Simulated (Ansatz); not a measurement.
Geometry relaxation of Si48C16 (part 2 of 2)

Si48C16 (P1, 64 atoms in the cell); DFT, PBEsol, PAW, plane waves (Ansatz 0.2.0); cutoff 420 eV, 1×1×1 k-mesh, Fermi–Dirac smearing of 0.01 eV. The structure was built on a prototype by a generator.

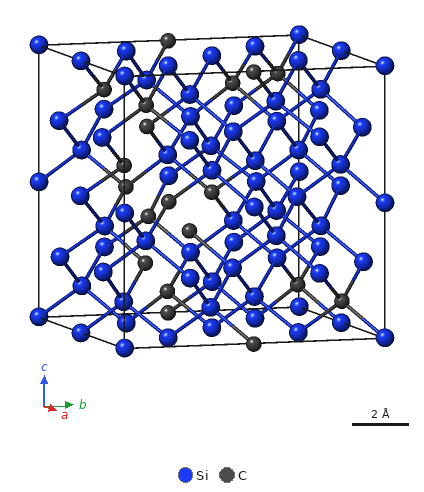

Fig. 1: The starting structure (ball-and-stick view of the cell of the calculation, seen slightly off an axis).

### Log, continued
```
relax step  12: F+E_penalty+E_count = -33756.56116343 eV  Δ(F+E_penalty+E_count) = -1.223e-3 eV  max|allowed force component| = 1.861e-2 eV/Å  Δτ_max = 0.0079 Å  P = -0.017 GPa  Ω = 950.839 Å³  energy of the carried Pulay correction = +1.780e-2 eV  fix = [alpha, beta, gamma, b/a, c/a]  reactions: b/a -1.360, c/a +0.165 GPa; alpha -0.741, beta +1.704, gamma -0.877 GPa/rad  (6 SCF iters, dr2 thresho
Initial wavefunctions: pseudopotential atomic-orbital guess (no wavefunctions were taken with the density)
iter 1 solved again at ethr=1.50e-7 eV; its pass at ethr=3.10e-3 eV (dr2=3.83e-4 eV) is discarded
SCF iter   1: F=—  HF=-33756.538822 eV  |F-HF|=—  |Δ(HF+E_count)|=         —  Δρ=8.64e-5  dr2=1.19e-5  ethr=1.50e-7  ⟨swp⟩=15.0  Hψ=1830  notcnv=0  defer=1
preconditioner: auto → Resta (q_TF=auto, 2.192 Å⁻¹)  ε∞=5.6  [insulator: Δε(μ)=0.218 eV  Ē_g=9.009 eV  σ=0.010 eV  W_gap=1.00  n_scr=170 (ndim 8)  ℏωp=19.3 eV  f_vac=0.000  D(μ)=0.01/eV (n_scr^D=0)  ε∞_Penn≈5.6]
SCF iter   2: F=—  HF=-33756.538885 eV  |F-HF|=—  |Δ(HF+E_count)|=   6.31e-5  Δρ=4.44e-5  dr2=2.49e-6  ethr=4.65e-9  ⟨swp⟩=3.0  Hψ=393  notcnv=0
SCF iter   3: F=—  HF=-33756.538890 eV  |F-HF|=—  |Δ(HF+E_count)|=   5.21e-6  Δρ=4.27e-6  dr2=2.99e-8  ethr=9.73e-10  ⟨swp⟩=2.0  Hψ=263  notcnv=0
iter 4 did not close the SCF: its close was put off for the readings that it lacked (scf_convergence_deferred on its scf_iter line)
SCF iter   4: F=-33756.538890 eV  HF=-33756.538890 eV  |F-HF|=1.38e-10  |Δ(HF+E_count)|=   4.66e-8  Δρ=3.27e-7  dr2=5.43e-10  ethr=1.17e-11  ⟨swp⟩=2.0  Hψ=266  notcnv=0
iter 5 did not close the SCF: its close was put off for the readings that it lacked (scf_convergence_deferred on its scf_iter line)
SCF iter   5: F=-33756.538890 eV  HF=-33756.538890 eV  |F-HF|=4.37e-11  |Δ(HF+E_count)|=  9.46e-11  Δρ=4.41e-8  dr2=1.97e-11  ethr=1.00e-12  ⟨swp⟩=1.0  Hψ=138  notcnv=0
SCF iter   6: F=-33756.538890 eV  HF=-33756.538890 eV  |F-HF|=0.00e0  |Δ(HF+E_count)|=  1.46e-11  Δρ=1.14e-8  dr2=1.29e-12  ethr=1.00e-12  ⟨swp⟩=8.0  Hψ=812  notcnv=0
SCF 13 converged in 6 iterations: F = -33756.538890 eV  dr2 = 1.29e-12
relax step  13: F+E_penalty+E_count = -33756.53889001 eV  Δ(F+E_penalty+E_count) = +2.227e-2 eV  max|allowed force component| = 1.862e-2 eV/Å  Δτ_max = 0.0000 Å  P = -0.043 GPa  Ω = 950.839 Å³  fix = [alpha, beta, gamma, b/a, c/a]  reactions: b/a -1.360, c/a +0.165 GPa; alpha -0.741, beta +1.704, gamma -0.879 GPa/rad  stress off target by 4.28e-2 GPa on what of the cell is left free  SCF on the ba
```

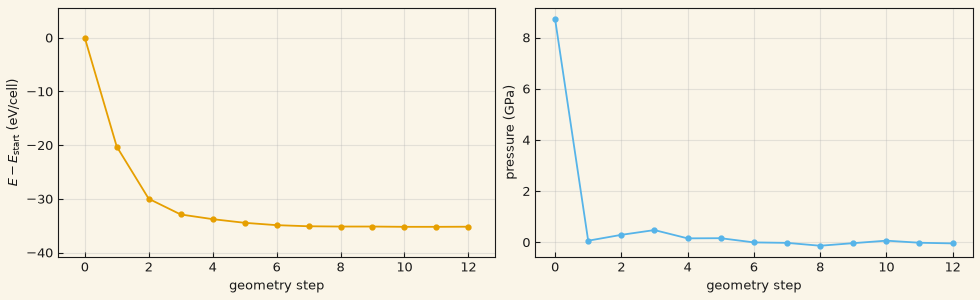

Fig. 2: Progress of the relaxation, step by step (the first geometry is step 0 here and step 1 in the log).

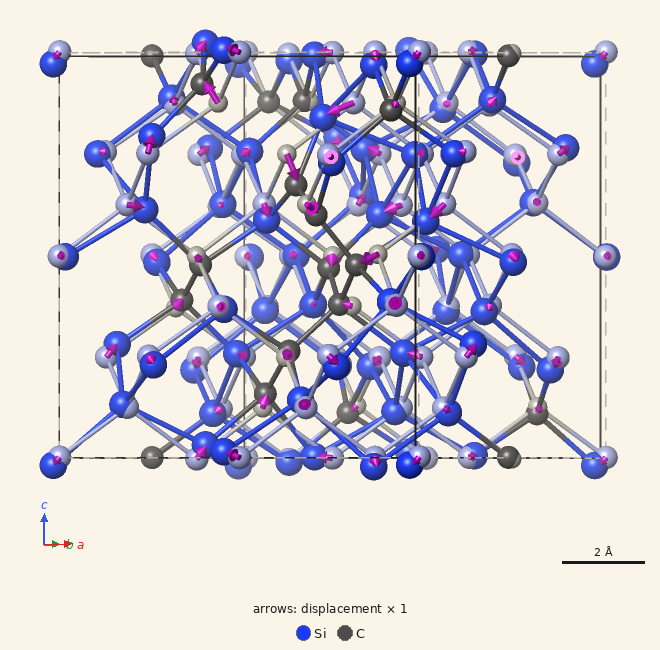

Fig. 3: Start (faint) and end (solid) with the displacements (without the part carried along by the change of the cell) as pink arrows, at true length (ball-and-stick view of the cell of the calculation, seen at an oblique angle). Over 12 geometry steps the energy falls by 35.177 eV per cell of the calculation. Largest force component: 7.1 eV/Å at the start, 0.019 eV/Å at the end. Pressure: 8.73 GPa at the start and −0.04 GPa at the end. The atom that moves furthest relative to the cell is Si46 (0.76 Å). By element the largest moves are Si 0.76 Å, C 0.74 Å. The volume changes by −2.8 %, with a = b = c 9.926 → 9.833 Å (−0.9 %). Distances before and after: C51–C61 2.139 → 1.498 Å, C52–C62 2.166 → 1.593 Å, C51–C53 2.192 → 1.621 Å, C53–C64 2.232 → 1.677 Å. New bonds form: C50–C64 (2.10 → 1.60 Å), C51–C53 (2.19 → 1.62 Å), C51–C61 (2.14 → 1.50 Å), C52–C62 (2.17 → 1.59 Å). Among the angles that change: Si23–C53–Si35 112.8° → 85.6°, Si17–Si46–Si32 109.7° → 83.6°, Si21–Si43–Si48 108.1° → 82.0°. The space group stays P1 (No. 1). (Atoms are counted from 1 in the order of the input.)

```
SCF converged after 6 iterations
Free energy (F): -33756.538890 eV
Harris-Foulkes:  -33756.538890 eV  (|F-HF|=0.00e0)
Internal energy: -33756.538881 eV  (E = F + TS)
E sigma→0 (E₀):  -33756.538886 eV
Entropy (-TS):   -0.000009 eV (-0.000 meV/atom)
Fermi energy:    8.321720 eV
--- Per-component energies (eV) ---
  E_band       = 525.571786
  E_kinetic    = 3408.291680
  E_local      = -3589.435163  (includes V_loc(G=0)·N_el)
  E_nonlocal   = 1667.401990
  E_hartree    = 1241.720815
  E_xc         = -3406.569073
  E_vxc        = -3222.473017  (∫ρ·V_xc dr)
  E_paw        = -25471.156742  (= ΣΔE_a)
  E_vpaw       = -221.655755  (= ΣTr[D̂ρ^β])
  E_aug_tail   = 0.000399  (compensation charges beyond the density's cutoff)
  E_ewald      = -7608.645306
  E_core_change = 1.852520  (= ΣΔE_core)
  E_smearing   = -0.000009  (= −TS)
  E_closure    = -0.000000  (closes the sum)
  Σ components = -33756.538890   (vs F -33756.538890, Δ=0.00e0)
--- Forces (eV/Å), atoms counted from 1 ---
  atom   1  Si    -0.00791546     0.00350091    -0.00266770
  atom   2  Si    -0.00114982     0.00940599    -0.00325961
  atom   3  Si    -0.00047960    -0.00723182     0.00293302
  atom   4  Si    -0.00272777     0.00888482     0.00144736
  atom   5  Si     0.00191641     0.00624490     0.00915088
  atom   6  Si     0.00472574    -0.00347420    -0.00302850
  atom   7  Si    -0.00591244     0.00123406     0.00548449
  atom   8  Si     0.00393728    -0.01114578     0.00588200
  atom   9  Si    -0.00343219     0.00227781     0.00091433
  atom  10  Si     0.00138902    -0.00124862     0.00157603
  atom  11  Si    -0.00337852     0.00528206    -0.00290308
  atom  12  Si     0.00245635    -0.00288749    -0.00078591
  atom  13  Si     0.00554569    -0.00489024    -0.00604039
  atom  14  Si     0.01126490    -0.00612523    -0.01053899
  atom  15  Si     0.00295667    -0.00280898    -0.00431678
  atom  16  Si     0.00805984    -0.00100297     0.00142661
  atom  17  Si    -0.00340274     0.00226442    -0.00058127
  atom  18  Si    -0.00373474     0.00074727    -0.00210542
  atom  19  Si    -0.00762280     0.00366484     0.00254435
  atom  20  Si     0.01479414     0.00224068     0.00001018
  atom  21  Si     0.00040669     0.00290613     0.00283163
  atom  22  Si    -0.00305374    -0.00017753    -0.00169819
  atom  23  Si    -0.00429528     0.00149627     0.00345858
  atom  24  Si     0.00139751     0.00122112     0.00335968
  atom  25  Si     0.00680722     0.00611187     0.00112663
  atom  26  Si     0.00026755     0.00117639     0.00298078
  atom  27  Si     0.01185618    -0.00315378     0.00138315
  atom  28  Si     0.00490736    -0.00739621    -0.00398964
  atom  29  Si    -0.00996016    -0.00037694     0.00117305
  atom  30  Si    -0.00989697    -0.00122736     0.00791245
  atom  31  Si    -0.00604716    -0.00604873     0.00036435
  atom  32  Si    -0.00040880    -0.00689315     0.00126332
  atom  33  Si     0.00205450     0.00261606    -0.00142013
  atom  34  Si    -0.00354504     0.00186943    -0.00576557
  atom  35  Si    -0.00194200     0.00507421     0.00530633
  atom  36  Si    -0.00021756    -0.00316548     0.00132112
  atom  37  Si    -0.00683092     0.00153186     0.00817617
  atom  38  Si     0.00301646    -0.00078861    -0.00629733
  atom  39  Si    -0.00238426     0.00068931    -0.00468255
  atom  40  Si    -0.00461219     0.00707107     0.00231983
  atom  41  Si    -0.00056859     0.00558655     0.00224319
  atom  42  Si     0.00621353     0.00134847     0.00185018
  atom  43  Si    -0.00252973     0.00023002     0.00147560
  atom  44  Si    -0.00248258    -0.00472090     0.00899724
  atom  45  Si    -0.00312569    -0.00204108     0.00202423
  atom  46  Si    -0.00776711    -0.01583371    -0.00669450
  atom  47  Si     0.00012761     0.00581572    -0.00505964
  atom  48  Si    -0.00086477     0.00504662    -0.00382784
  atom  49  C      0.00604400     0.00479617     0.00218344
  atom  50  C     -0.00053620    -0.01069868     0.00429840
  atom  51  C     -0.01170019     0.01565629     0.00081560
  atom  52  C     -0.00058301    -0.00124310    -0.00390075
  atom  53  C     -0.00937504    -0.00219140     0.00154348
  atom  54  C     -0.00031417    -0.00776616     0.00041875
  atom  55  C     -0.00951481     0.00376422     0.00588036
  atom  56  C      0.00327293    -0.00883324    -0.00461722
  atom  57  C      0.01708852     0.00034833    -0.00547819
  atom  58  C     -0.00200972     0.00794663    -0.00839112
  atom  59  C      0.01862351    -0.00160748    -0.00402941
  atom  60  C     -0.00370044     0.00286081     0.00092540
  atom  61  C      0.01129311    -0.01487628    -0.01684838
  atom  62  C     -0.00112718     0.00154170    -0.00213144
  atom  63  C     -0.00112275     0.00919054     0.00112717
  atom  64  C     -0.00015085    -0.00178793     0.01293021
  max |Σ_I F_I| component: 4.41e-7 eV/Å
--- Stress (GPa, compression-positive) ---
        1.151922       0.878986      -1.704048
        0.878986      -1.402766       0.741404
       -1.704048       0.741404       0.122479
  P = ⅓ Tr σ = -0.0428 GPa (-0.428 kbar)
--- Band table (eV) ---
  k-point 0: bands = ["-8.0308", "-6.9230", "-6.5103", "-6.0832", "-5.8345", "-5.7526", "-5.5252", "-5.0237", "-4.9586", "-4.7928", "-4.7244", "-4.2252", "-3.8655", "-3.6274", "-3.3201", "-3.0249", "-2.8038", "-2.6825", "-2.6139", "-2.3264", "-2.2244", "-2.0048", "-1.8702", "-1.7705", "-1.6837", "-1.5693", "-1.5208", "-1.5065", "-1.4076", "-1.3629", "-1.2455", "-1.1727", "-0.6199", "-0.5705", "-0.3271", "-0.2758", "-0.1340", "0.1048", "0.1813", "0.4552",
      "0.4921", "0.5977", "0.6962", "0.7293", "0.7872", "0.9655", "1.0472", "1.1262", "1.1561", "1.1756", "1.2968", "1.3576", "1.4495", "1.5242", "1.6305", "1.6913", "2.2258", "2.3024", "2.3823", "2.5780", "2.5990", "2.7345", "2.8579", "2.8842", "2.9867", "3.0046", "3.1300", "3.1911", "3.2466", "3.2936", "3.3674", "3.3920", "3.4334", "3.4870", "3.5505", "3.6378", "3.7099", "3.8308", "3.8547", "3.8664",
      "4.0823", "4.1137", "4.1404", "4.2026", "4.3811", "4.4912", "4.5288", "4.5624", "4.6211", "4.6956", "4.8037", "4.8995", "4.9410", "5.0072", "5.0188", "5.1494", "5.1597", "5.3906", "5.3985", "5.4706", "5.5748", "5.6371", "5.6951", "5.7124", "5.7782", "5.8626", "5.9148", "5.9480", "6.1501", "6.2544", "6.2978", "6.3318", "6.3978", "6.4359", "6.6784", "6.8013", "6.9495", "7.0754", "7.0945", "7.1595",
      "7.1692", "7.3628", "7.5978", "7.6730", "7.8317", "7.9443", "8.0908", "8.2129", "8.4306", "8.4889", "8.8017", "8.9002", "9.0154", "9.0723", "9.1159", "9.2280", "9.3309", "9.3386", "9.4646", "9.5597", "9.5855", "9.6563", "9.7522", "9.7835", "9.8210", "9.9001", "9.9553", "9.9769", "10.0527", "10.0791", "10.1259", "10.2100", "10.2988", "10.4385", "10.5675", "10.6870", "10.7824", "10.9036", "11.0762", "11.1641",
      "11.2536", "11.3192", "11.4027", "11.4788", "11.5248", "11.6134", "11.6466", "11.7195", "11.8502", "11.8649", "11.9917", "12.0694", "12.1044", "12.1063", "12.3052", "12.3802", "12.4646", "12.4876", "12.5799", "12.6096", "12.6535", "12.7082", "12.7232", "12.7567", "12.8793", "12.9142", "12.9683", "13.0774", "13.1058", "13.2202", "13.2984", "13.3431"]
--- Relaxed structure (12 steps of the walk, 12 accepted, 1 SCFs on fresh bases) ---
  F+E_penalty+E_count = -33756.53889001 eV   max|allowed force component| = 1.862e-2 eV/Å   (the final SCF, on the basis selected at the relaxed cell)
  cell:  # Å, volume = 950.8386 Å³
    - [9.83336733369671, -3.5207017918920817e-112, 4.455136827473175e-112]
    - [-3.5207017918920817e-112, 9.83336733369671, -1.0570317530827213e-111]
    - [4.455136827473175e-112, -1.0570317530827213e-111, 9.83336733369671]
  atoms:
    - { symbol: Si, position: [-0.012339391672487206, -0.0071847652623233844, -0.018325861783119974] }
    - { symbol: Si, position: [1.0060469527434968, 0.021460344212408403, 0.5008878232874583] }
    - { symbol: Si, position: [1.0291561062682457, 0.4724612917293006, 0.48731315828725064] }
    - { symbol: Si, position: [0.46130877262079206, 1.0023097570665362, 0.015064902946535489] }
    - { symbol: Si, position: [0.5210154951348609, 1.0377106551919655, 0.5193425562351937] }
    - { symbol: Si, position: [0.46339636504868015, 0.4877346964608838, 0.003277844528283529] }
    - { symbol: Si, position: [0.1151981629982906, 0.12319930128256501, 0.13328747671706107] }
    - { symbol: Si, position: [0.16229008869387096, 0.15023732511224983, 0.6183835653911601] }
    - { symbol: Si, position: [0.11787818600946225, 0.6041715527861304, 0.11132638631713378] }
    - { symbol: Si, position: [0.13390157248291984, 0.6263644148169268, 0.632016135014948] }
    - { symbol: Si, position: [0.6005297499894235, 0.14833585555976425, 0.1439224341995615] }
    - { symbol: Si, position: [0.6212517499093442, 0.6184820538611382, 0.11589505217049778] }
    - { symbol: Si, position: [0.5960974499943464, 0.5838787037775769, 0.6062472234288387] }
    - { symbol: Si, position: [0.2779573029883295, 0.2555332645586068, 1.0325092438161791] }
    - { symbol: Si, position: [0.2523468506487642, 0.7574363551472577, 0.9902813071285617] }
    - { symbol: Si, position: [0.2746047615736672, 0.752125330905811, 0.5042976988030408] }
    - { symbol: Si, position: [0.7636987551039899, 0.22976803988201686, -0.02191649873976908] }
    - { symbol: Si, position: [0.7641740439866783, 0.7716538984825921, 0.005977066178953974] }
    - { symbol: Si, position: [0.7467856855407464, 0.7368772707048228, 0.5059828948429415] }
    - { symbol: Si, position: [0.39503600193072763, 0.3607087005108459, 0.592690062714028] }
    - { symbol: Si, position: [0.38800840436921186, 0.89307577932437, 0.6538453757589258] }
    - { symbol: Si, position: [0.8937109050194462, 0.38240418041022883, 0.11259920689500658] }
    - { symbol: Si, position: [0.8479708341657004, 0.3488254743806275, 0.5889290314693524] }
    - { symbol: Si, position: [0.8691076032641851, 0.8883072094093665, 0.6360996600732187] }
    - { symbol: Si, position: [0.2714139650232478, -0.013355491742841714, 0.2316053385107245] }
    - { symbol: Si, position: [0.2514027619989281, 1.0176276914826752, 0.8000266645208852] }
    - { symbol: Si, position: [0.2569150118059982, 0.46545452350209, 0.25981896413247685] }
    - { symbol: Si, position: [0.274370846952963, 0.5007059699237881, 0.7635647342535619] }
    - { symbol: Si, position: [0.7754215538175658, 0.006592931737633512, 0.22717370550923074] }
    - { symbol: Si, position: [0.7377312658202998, 1.051988571095317, 0.7353308861658425] }
    - { symbol: Si, position: [0.7246571733307245, 0.46631635182642256, 0.26099961145300704] }
    - { symbol: Si, position: [0.7481041232849754, 0.4819443804062156, 0.7550583552971111] }
    - { symbol: Si, position: [0.3812451212257747, 0.15699244986457403, 0.3700137782266324] }
    - { symbol: Si, position: [0.4030014148820262, 0.5986071683447094, 0.3823722535896601] }
    - { symbol: Si, position: [0.8463110583105458, 0.16143120860699267, 0.38847818020974334] }
    - { symbol: Si, position: [0.8775748280420186, 0.6077765156701755, 0.3646734299109416] }
    - { symbol: Si, position: [0.8973110590656594, 0.6139868971333601, 0.8919790595278877] }
    - { symbol: Si, position: [0.02178458175381838, 0.2714852976156337, 0.28258058109634837] }
    - { symbol: Si, position: [0.986997914647526, 0.2343074017951978, 0.7572779722814441] }
    - { symbol: Si, position: [0.9827060207868381, 0.7622617821099338, 0.21986634455041704] }
    - { symbol: Si, position: [1.0204621887339123, 0.7721485534338419, 0.7723434784608009] }
    - { symbol: Si, position: [0.47848223913750276, 0.7607141134642862, 0.2287701814553764] }
    - { symbol: Si, position: [0.48560243663286234, 0.7140508692289514, 0.7694654549315212] }
    - { symbol: Si, position: [0.11785402148043393, 0.3812251347342101, 0.8961088377527875] }
    - { symbol: Si, position: [0.1263222996427638, 0.869991337915098, 0.3683133784279197] }
    - { symbol: Si, position: [0.5707212100058098, 0.3272013176503194, 0.8476423326119074] }
    - { symbol: Si, position: [0.6253486667854777, 0.8873713088233905, 0.36590873564001447] }
    - { symbol: Si, position: [0.6141328055591344, 0.8921563910186308, 0.8688487727737424] }
    - { symbol: C, position: [1.0027254356232644, 0.49745617409424436, 1.0013953274452185] }
    - { symbol: C, position: [0.5161830374471037, 0.4626889104925385, 0.4732452203075886] }
    - { symbol: C, position: [0.6302667549557003, 0.17566389754344497, 0.6048785276066153] }
    - { symbol: C, position: [0.2583821994682328, 0.2667733351819571, 0.4808874563342289] }
    - { symbol: C, position: [0.6992075169802914, 0.2592973937209236, 0.4806558826012237] }
    - { symbol: C, position: [0.39132356485347175, 0.3606867634786971, 0.15962248527068695] }
    - { symbol: C, position: [0.36259573711711124, 0.8632188451972219, 0.11374575479852128] }
    - { symbol: C, position: [0.8797258991566398, 0.8884074041402686, 0.1102594479868686] }
    - { symbol: C, position: [0.34129895731302295, 0.1148295282797887, 0.9314314430773106] }
    - { symbol: C, position: [0.364217353079607, 0.6227980539139341, 0.8900471295820223] }
    - { symbol: C, position: [0.8727865509934701, 0.11293085464931393, 0.8657601189466424] }
    - { symbol: C, position: [0.5009496919630329, 0.27754198566954164, 0.2658349005525282] }
    - { symbol: C, position: [0.5289528524249429, 0.2613207383893452, 0.6797987267592611] }
    - { symbol: C, position: [0.15809778108976638, 0.35903181211957574, 0.3933068180077405] }
    - { symbol: C, position: [0.12804586589845954, 0.8861196115757476, 0.8875785609261412] }
    - { symbol: C, position: [0.6007988240963825, 0.35784432560118257, 0.3822354228261766] }
--- Löwdin populations: 64 sites ---
  site symbol       q [e]
     0     Si      3.2105
     1     Si      3.9637
     2     Si      3.7147
     3     Si      3.4201
     4     Si      3.7038
     5     Si      3.5260
     6     Si      4.0254
     7     Si      3.8056
     8     Si      3.7534
     9     Si      4.0147
    10     Si      3.7453
    11     Si      4.0183
    12     Si      3.6988
    13     Si      3.4171
    14     Si      3.2359
    15     Si      3.9640
    16     Si      3.6926
    17     Si      3.7011
    18     Si      3.9800
    19     Si      3.2443
    20     Si      4.0072
    21     Si      3.7025
    22     Si      3.7731
    23     Si      3.9909
    24     Si      3.7268
    25     Si      3.4239
    26     Si      3.4871
    27     Si      3.7704
    28     Si      3.7127
    29     Si      3.5281
    30     Si      3.7702
    31     Si      3.9839
    32     Si      3.4708
    33     Si      3.7848
    34     Si      3.7932
    35     Si      3.9971
    36     Si      3.7281
    37     Si      3.7442
    38     Si      3.7106
    39     Si      3.7249
    40     Si      3.7201
    41     Si      3.7039
    42     Si      3.6979
    43     Si      3.7522
    44     Si      3.9946
    45     Si      3.6654
    46     Si      4.0043
    47     Si      4.0300
    48      C      4.8597
    49      C      4.5969
    50      C      4.3284
    51      C      4.5654
    52      C      4.3678
    53      C      4.5907
    54      C      4.8705
    55      C      4.8349
    56      C      4.8973
    57      C      4.8251
    58      C      4.8371
    59      C      4.3652
    60      C      4.5734
    61      C      4.5981
    62      C      4.8400
    63      C      4.1300
  spilling = 0.010491 (of n_electrons = 256.000000)
```
